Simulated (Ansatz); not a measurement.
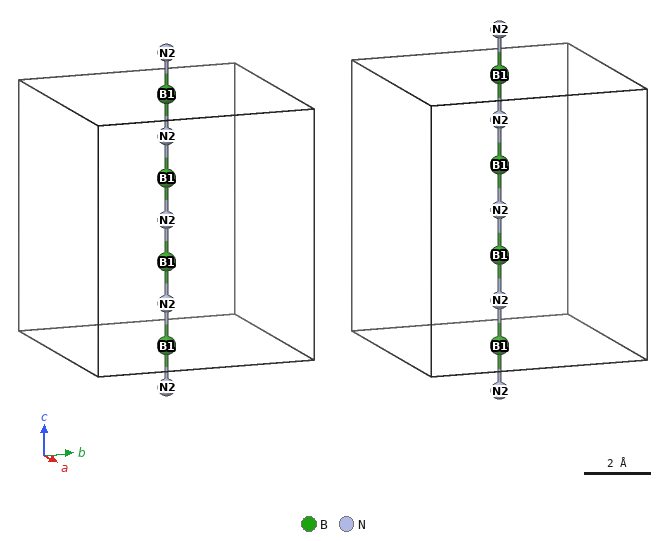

Two geometries of a wire of composition BN, drawn at one scale. One is the start of a relaxation, the other its converged end. Style: ball-and-stick. Shown: the 3 repeat of the cell, with the vacuum cut short, slightly off an axis.

Computed with Ansatz, DFT r2SCAN, scalar-relativistic, plane waves, PAW. Set-up: plane-wave cutoff 500 eV; k-point mesh 1 × 1 × 23; occupations gaussian; smearing width 0.05 eV; collinear spin; cell relaxed at fixed a, b, alpha, beta, gamma; force threshold 0.01 eV/Å; at most 45 steps.

Which geometry has the lower energy?

Answer. The left one is the relaxed one. Case: linear chain of atoms. Over 4 accepted moves (6 points after the start) the energy falls by 0.601 eV per cell of the calculation. All forces vanish by symmetry, so only the cell relaxes. At 2 points the geometry stayed and the basis and grid were re-selected for the new cell (energy shift of 0.5 meV per cell of the calculation at most each time). No atom moves by more than 0.005 Å relative to the layer's centre. Along the periodic axis the drawn cell goes c 8.440 → 7.821 Å (−7.3 %). Among the contacts that change: B1–N2 1.407 → 1.303 Å. The program noted that the starting moments weren't kept. Cost: 5 min on 2 threads of Intel(R) Xeon(R) Processor @ 2.50GHz (Skylake/Cascade Lake), on a shared host, peak memory 1 GiB.
